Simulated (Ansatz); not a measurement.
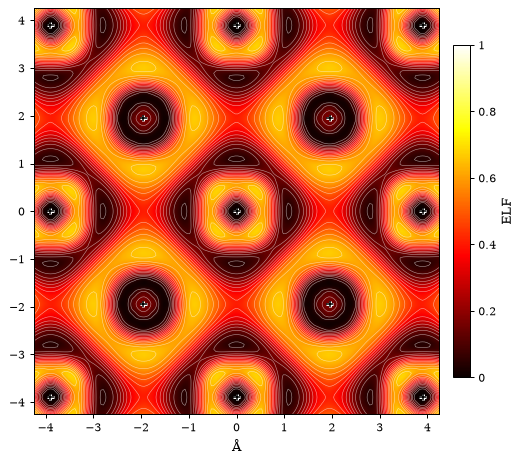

The ELF on a plane through atoms (crosses mark nuclei in the plane).

Method: Ansatz 0.2.0, DFT r2SCAN, scalar-relativistic, plane waves, PAW.

Candidates:
A. ZnS, a = 3.81 Å, b = 6.23 Å, c = 3.81 Å, α = 90.00°, β = 120.00°, γ = 90.00°. Space group P2₁; not relaxed (largest force 1.5 eV/Å).
B. Ag, a = 2.90 Å, b = 5.03 Å, c = 7.30 Å, α = 103.28°, β = 90.00°, γ = 90.00°. Space group R-3m; a structure from a database of computed crystals, not necessarily the ambient phase.
C. Ti$_{3}$Al$_{5}$, a = 3.90 Å, b = 3.90 Å, c = 8.32 Å, α = 90.00°, β = 90.00°, γ = 90.00°. Space group P4mm; a structure from a database of computed crystals, not necessarily the ambient phase; computed without spin polarisation.

Which candidate gave the map?

Answer. Candidate C: Ti$_{3}$Al$_{5}$ on the (001) plane of the conventional cell, which holds Ti and Al. Ti–Al (2.76 Å): the ELF is about 0.40 at the midpoint.
